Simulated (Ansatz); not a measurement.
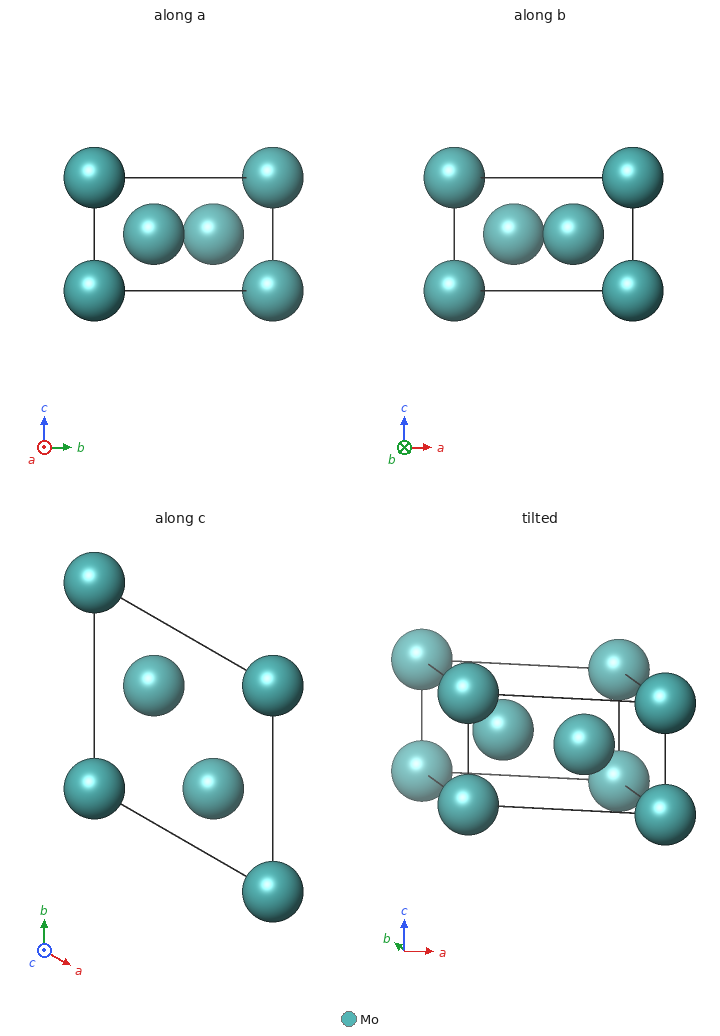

The crystal in a spheres-only representation, seen along the a axis, along the b axis, along the c axis and slightly off an axis. The lines enclose the conventional unit cell; boundary atoms appear with their images.

Lattice parameters: a = 4.6204 Å, b = 4.6204 Å, c = 2.5359 Å, α = 90.000°, β = 90.000°, γ = 120.000°.

**Convert the drawing into a CIF in P1 with every atom of the cell.**

```cif
data_structure
_symmetry_space_group_name_H-M 'P 1'
_symmetry_Int_Tables_number 1
_cell_length_a 4.6204
_cell_length_b 4.6204
_cell_length_c 2.5359
_cell_angle_alpha 90.000
_cell_angle_beta 90.000
_cell_angle_gamma 120.000
_cell_volume 46.88
loop_
_atom_site_label
_atom_site_type_symbol
_atom_site_fract_x
_atom_site_fract_y
_atom_site_fract_z
_atom_site_occupancy
Mo1 Mo 0.0000 0.0000 0.0000 1
Mo2 Mo 0.3333 0.6667 0.5000 1
Mo3 Mo 0.6667 0.3333 0.5000 1
```

The structure was taken from a structure type filled with this element by a generator (whether the element takes this form wasn't checked). Earlier steps of the study may have refined or changed the cell and positions. It went into a calculation with Ansatz.
